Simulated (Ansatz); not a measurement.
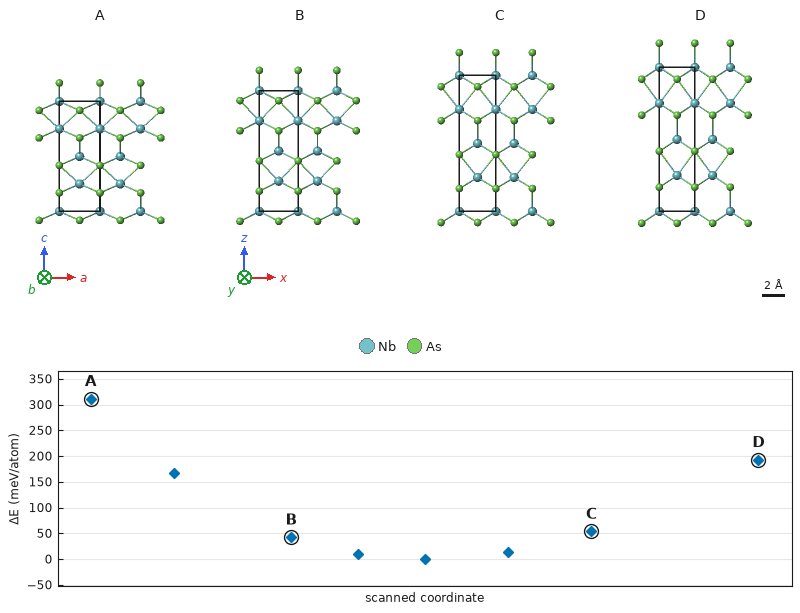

Frames of a one-coordinate scan of solid NbAs (I4_1md). x, y and z are the Cartesian axes of the input. Style: ball-and-stick. Shown: the conventional cell (2 times the calculation's cell), repeated 2 × 2 × 1 with one cell outlined, along the b axis. Lengths and directions refer to the drawn axes.

The calculation used DFT PBE, scalar-relativistic, plane waves, PAW (Ansatz 0.2.0). Set-up: plane-wave cutoff 420 eV; k-point mesh 22 × 22 × 22; occupations gaussian; smearing width 0.15 eV; no spin polarisation. Energies (free energies at the smearing named) are counted from the relaxed crystal.

Q: What is being scanned?

A: The ratio of the cell's length along z to its lengths across, counted as 1 for the reference, is changed at fixed volume (a c/a path), with the atoms kept at their fractional coordinates. In the frames the relative ratio is 0.80 (A), 0.92 (B), 1.10 (C), 1.20 (D). The lowest computed point lies at the relative ratio 1.00 (0 meV/atom). The end points stand at 312 meV/atom (0.80) and 193 meV/atom (1.20). The distortion keeps the space group I4_1md. At the relative ratio 0.80 the cell of the drawing goes a 3.473 → 3.742 Å, b 3.473 → 3.742 Å, c 11.749 → 10.125 Å.
